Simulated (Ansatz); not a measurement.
**H$_{6}$C$_{5}$: density, localisation and related maps**

Input

```
crystal:
  lattice:
    - [7.9167204484, 4.5707206836, 1.8472472522]
    - [-7.9167204484, 4.5707206836, 1.8472472522]
    - [0.0, -9.1414413623, 1.8472472644]
  atoms:
    - { symbol: C, position: [0.3387182884, 0.2403738392, 0.7939922964] }
    - { symbol: C, position: [0.6612817116, 0.7596261608, 0.2060077036] }
    - { symbol: C, position: [0.7939922964, 0.3387182884, 0.2403738392] }
    - { symbol: C, position: [0.2060077036, 0.6612817116, 0.7596261608] }
    - { symbol: C, position: [0.2403738392, 0.7939922964, 0.3387182884] }
    - { symbol: C, position: [0.7596261608, 0.2060077036, 0.6612817116] }
    - { symbol: C, position: [0.2841567994, 0.3069130983, 0.9080977088] }
    - { symbol: C, position: [0.7158432006, 0.6930869017, 0.0919022912] }
    - { symbol: C, position: [0.9080977088, 0.2841567994, 0.3069130983] }
    - { symbol: C, position: [0.0919022912, 0.7158432006, 0.6930869017] }
    - { symbol: C, position: [0.3069130983, 0.9080977088, 0.2841567994] }
    - { symbol: C, position: [0.6930869017, 0.0919022912, 0.7158432006] }
    - { symbol: C, position: [0.5545793625, 0.4333608921, 0.8856331314] }
    - { symbol: C, position: [0.4454206375, 0.5666391079, 0.1143668686] }
    - { symbol: C, position: [0.8856331314, 0.5545793625, 0.4333608921] }
    - { symbol: C, position: [0.1143668686, 0.4454206375, 0.5666391079] }
    - { symbol: C, position: [0.4333608921, 0.8856331314, 0.5545793625] }
    - { symbol: C, position: [0.5666391079, 0.1143668686, 0.4454206375] }
    - { symbol: H, position: [0.7867437768, 0.9619375973, 0.3667415846] }
    - { symbol: H, position: [0.2132562232, 0.0380624027, 0.6332584154] }
    - { symbol: H, position: [0.3667415846, 0.7867437768, 0.9619375973] }
    - { symbol: H, position: [0.6332584154, 0.2132562232, 0.0380624027] }
    - { symbol: H, position: [0.9619375973, 0.3667415846, 0.7867437768] }
    - { symbol: H, position: [0.0380624027, 0.6332584154, 0.2132562232] }
    - { symbol: H, position: [0.8855477355, 0.8444770848, 0.1651203406] }
    - { symbol: H, position: [0.1144522645, 0.1555229152, 0.8348796594] }
    - { symbol: H, position: [0.1651203406, 0.8855477355, 0.8444770848] }
    - { symbol: H, position: [0.8348796594, 0.1144522645, 0.1555229152] }
    - { symbol: H, position: [0.8444770848, 0.1651203406, 0.8855477355] }
    - { symbol: H, position: [0.1555229152, 0.8348796594, 0.1144522645] }
    - { symbol: H, position: [0.4040961983, 0.6201115381, 0.2044503995] }
    - { symbol: H, position: [0.5959038017, 0.3798884619, 0.7955496005] }
    - { symbol: H, position: [0.2044503995, 0.4040961983, 0.6201115381] }
    - { symbol: H, position: [0.7955496005, 0.5959038017, 0.3798884619] }
    - { symbol: H, position: [0.6201115381, 0.2044503995, 0.4040961983] }
    - { symbol: H, position: [0.3798884619, 0.7955496005, 0.5959038017] }
    - { symbol: C, position: [0.3625776197, 0.3625776197, 0.3625776197] }
    - { symbol: C, position: [0.6374223803, 0.6374223803, 0.6374223803] }
    - { symbol: H, position: [0.2398059104, 0.3636386278, 0.2694405984] }
    - { symbol: H, position: [0.7601940896, 0.6363613722, 0.7305594016] }
    - { symbol: H, position: [0.2694405984, 0.2398059104, 0.3636386278] }
    - { symbol: H, position: [0.7305594016, 0.7601940896, 0.6363613722] }
    - { symbol: H, position: [0.3636386278, 0.2694405984, 0.2398059104] }
    - { symbol: H, position: [0.6363613722, 0.7305594016, 0.7601940896] }
basis:
  ecutwfc: 420
kpoints:
  mp_grid: { grid: [6, 6, 6] }
hamiltonian:
  xc: pbesol
scf:
  occupations: { method: gaussian, width: 0.02 }
output:
  forces: true
  stress: true
  eigenvalues: true
  write_density: true
  write_potential: true
  elf: true
  volumetric_format: npy
relax:
  adjacent_minimum: "off"
  f_tol: 0.005
  max_steps: 50
  cell: { stress_tol: 0.05 }
```

Command:

```sh
ansatz run input.yaml --threads 8 --pin off --max-ram 22528MiB --backend cpu --events-out ev --progress --plain --runs-dir out
```

The fields are those of the run's last geometry, not of the input's.

Space group R-3.

These are results of Ansatz, DFT PBEsol, scalar-relativistic, plane waves, PAW, not measurements.

In a PAW calculation such maps are meaningful between the atoms, not at the nuclei.

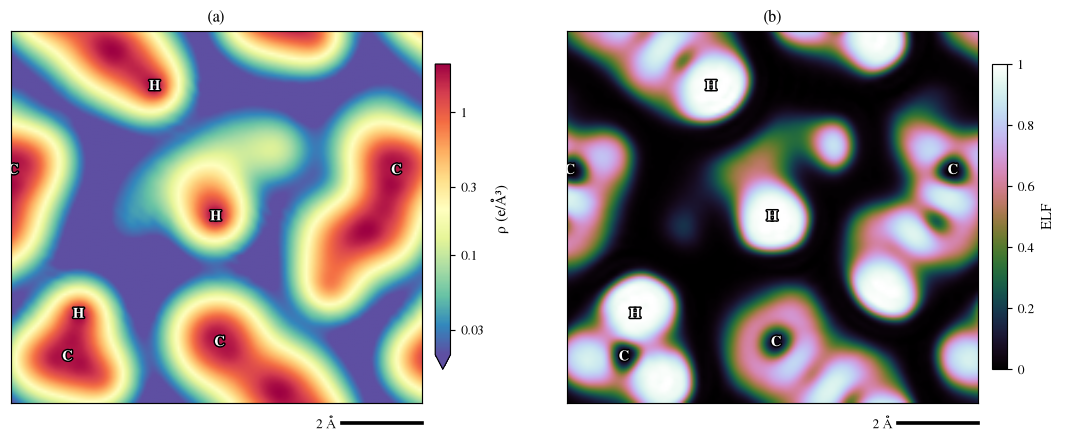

Figure 1. (a) valence charge density (pseudo); (b) ELF on the (001) plane of the calculation cell.

### What does the map show?

The plane passes through C and H nuclei.
Atoms just off the plane (C, 0.3 Å away and H, 0.4 Å away) can leave unmarked features too.
C–H (1.10 Å): ρ at the midpoint is about 1.9 e/Å³; the ELF climbs to about 1 towards the hydrogen, as it does in any bond to H; a covalent bond by its length.
Between the atoms the lowest density in this plane is 0.004 e/Å³.

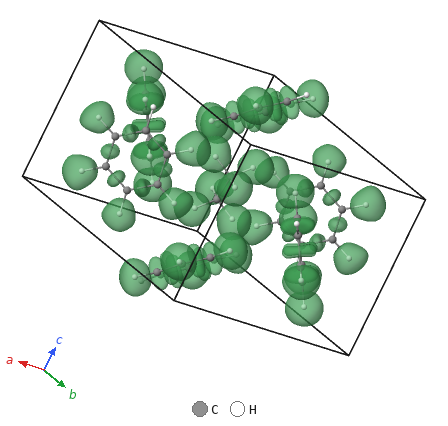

Figure 2. Isosurface of the electron localisation function at 0.8 (green), seen at an oblique angle. Only the valence region is drawn (cores and ρ < 0.01 e/Å³ removed). Sticks mark near contacts.

### What do the ELF domains correspond to?

At this value the surface marks out 19 regions between bonded C–C atoms (shared pairs) and 24 regions around hydrogen nuclei, counted in one cell of 44 atoms. Regions shared between cells count once. Along the contacts the grid gives the following. C–H (1.09 Å): the ELF climbs to about 1 towards the hydrogen (a covalent bond by its length). C–C (1.39 Å): the ELF peaks at about 0.95 between the atoms; localised, covalent bonding.

### Metal or insulator at this level of theory?

It is gapped, with a Kohn–Sham gap of 4.5 eV on the k-point mesh, an upper bound to the gap of this method.
